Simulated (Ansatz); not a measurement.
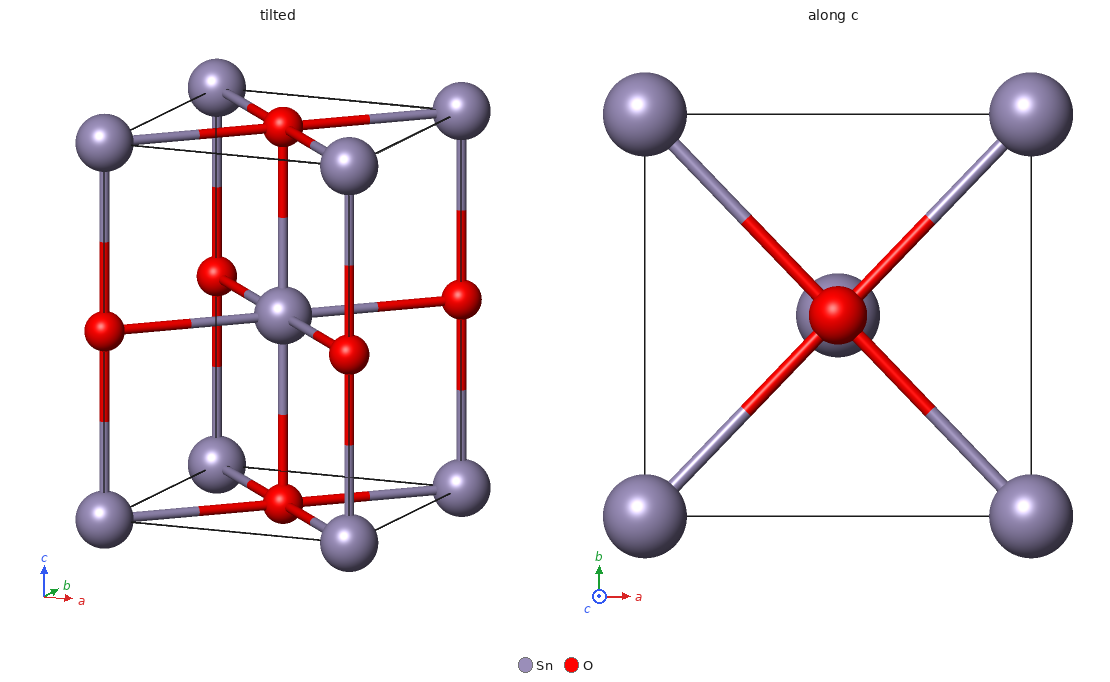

An orthographic ball-and-stick view of the structure, slightly off an axis and along the c axis. The wireframe shows the conventional unit cell.

SnO, space group Immm (No. 71), a = 3.517 Å, b = 3.659 Å, c = 5.074 Å, α = 90.00°, β = 90.00°, γ = 90.00°. The structure was taken from a structure type filled with these elements by a generator (whether the compound takes this form wasn't checked). The cell was then strained or its atoms displaced on purpose. A calculation with Ansatz used it as input.

This one geometry was computed with Ansatz (DFT, plane waves, PAW) at three levels of theory: PBE, HSE06 and r2SCAN. It was relaxed with r2SCAN and then strained.

Which level gives the highest pressure at this volume, and what does that say about its equilibrium volume?

Highest: PBE (2.3 GPa), which points to the largest equilibrium volume. Lowest, with the smallest volume: HSE06 (-0.3 GPa) and r2SCAN (-0.1 GPa). Levels within 0.5 GPa of each other can't be told apart.

How does the band gap change with the level of theory?

HSE06: a gap of 0.14 eV, direct; r2SCAN: a gap of 0.15 eV, direct; PBE: a gap of 0.23 eV, direct.

Collect the results in a table.

| level | cutoff (eV) | k-mesh of the run's cell | gap (eV) | pressure (GPa) |
| --- | --- | --- | --- | --- |
| PBE | 420 | 8×8×8 | 0.23 | 2.3 |
| HSE06 | 420 | 6×6×6 | 0.14 | -0.3 |
| r2SCAN | 500 | 8×8×8 | 0.15 | -0.1 |

Gaps are taken on the k-mesh or band path of each run.
